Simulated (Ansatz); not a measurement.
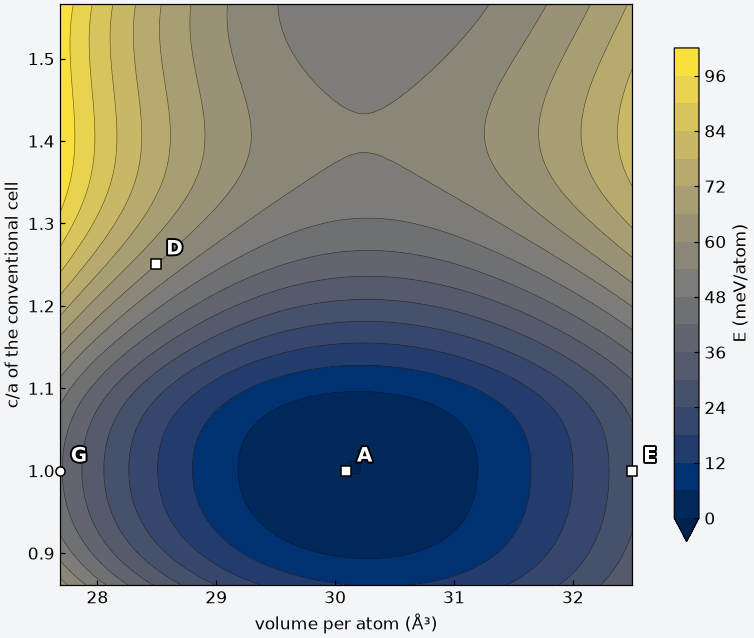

Bi (Im-3m, No. 229; 1 atom in the cell). The energy is mapped over volume and the cell's shape. First axis: volume per atom. Second axis: c/a of the conventional cell. Nothing is relaxed (symmetry fixes all fractional coordinates). Grid: 7 × 9 points. Points are written as (first, second). All energies are given in meV/atom relative to the lowest grid point. Theory: DFT PBE+D3(BJ), scalar-relativistic, plane waves, PAW in Ansatz. Settings: cutoff 420 eV, k-mesh 18×18×18, gaussian smearing 0.15 eV, no spin polarisation.

Drawn: filled contours, lettered points. Between grid points the surface is interpolated.

**What kind of point is each of A, D: minimum, saddle, maximum or slope?**

A: minimum; D: on a slope. (In these two coordinates alone; a stationary point may lie a little off the grid point.)

**Which space group has the cell at each letter?**

A: Im-3m; D: I4/mmm; E: Im-3m; G: Im-3m.
